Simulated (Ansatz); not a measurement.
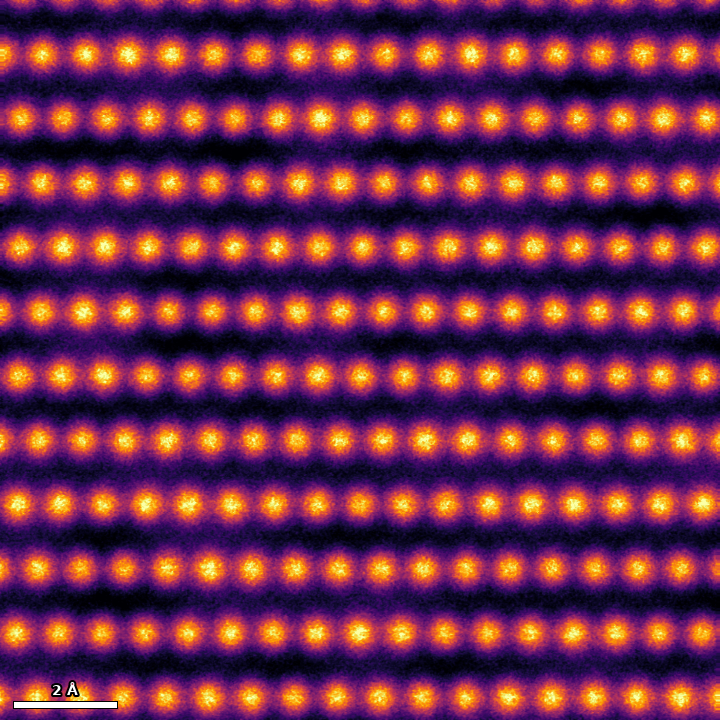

HAADF-like image of C (Pm-3m, No. 221). Simulated incoherent Z contrast: every atom adds Z^1.7 spread by a probe of 0.55 Å full width; channelling and multiple scattering are left out. Shot noise, a slight drift and the speckle of an amorphous layer were added. Structure: the end point of a relaxation with DFT, PBE, plane waves (420 eV) with PAW, scalar-relativistic (Ansatz); the starting structure was generated, so it need not be a known form of this composition.

```
C
1.0
     1.76796    0.00000    0.00000
     0.00000    1.76796    0.00000
     0.00000    0.00000    1.76796
C
1
Direct
  0.00000 0.00000 0.00000
```

### Along which zone axis is the crystal seen: [001], [210], [221] or [111]? (Directions equivalent by symmetry count as one.)

[221]. The projected cells are 1.77 × 1.77 Å, 90° for [001]; 0.79 × 1.77 Å, 90° for [210]; 0.83 × 1.32 Å, 108° for [221]; 1.44 × 1.44 Å, 120° for [111], and the image repeats as the [221] one does.
